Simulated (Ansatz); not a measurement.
Input

```
crystal:
  lattice:
    - [0.0, 2.5888345916, 2.5888345916]
    - [2.5888345916, 0.0, 2.5888345916]
    - [2.5888345916, 2.5888345916, 0.0]
  atoms:
    - { symbol: Be, position: [0.0, 0.0, 0.0] }
    - { symbol: Se, position: [0.75, 0.75, 0.75] }
basis:
  ecutwfc: 420
kpoints:
  mp_grid: { grid: [8, 8, 8] }
hamiltonian:
  xc: pbe
scf:
  occupations: { method: fixed }
output:
  forces: true
  stress: true
  eigenvalues: true
  write_density: true
  write_potential: true
  elf: true
  volumetric_format: npy
relax:
  adjacent_minimum: "off"
  f_tol: 0.001
  max_steps: 60
  cell: { stress_tol: 0.02, p_target: -3.0 }
```

Launched as:

```sh
ansatz run input.yaml --threads 1 --pin off --max-ram 1228MiB --backend cpu --events-out ev --progress --plain --runs-dir out
```

Below, planes, directions and counts refer to the conventional cell (a = 5.25 Å, b = 5.25 Å, c = 5.25 Å, α = 90.00°, β = 90.00°, γ = 90.00°).

The fields are those of the relaxed geometry.

Space group F-43m; computed pressure about −3 GPa in this cell.

Computed with DFT PBE, scalar-relativistic, plane waves, PAW (Ansatz 0.2.0).

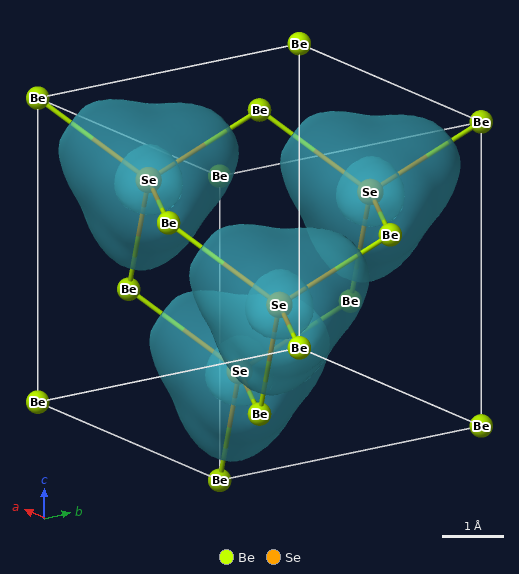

BeSe. Isosurface of the electron localisation function at 0.65 (cyan), seen at an oblique angle. Only the valence region is drawn (cores and ρ < 0.01 e/Å³ removed). Sticks mark near contacts.

In a PAW calculation such maps are meaningful between the atoms, not at the nuclei.

Question: Describe the localisation domains.

Answer: The ELF exceeds this value in four regions wrapped around Se (the valence shell of each), counted in one cell of 8 atoms. Regions shared between cells count once. Profiles from the grid: Be–Se (2.27 Å): the ELF peaks at about 0.90 between the atoms, as expected for a polar covalent bond.
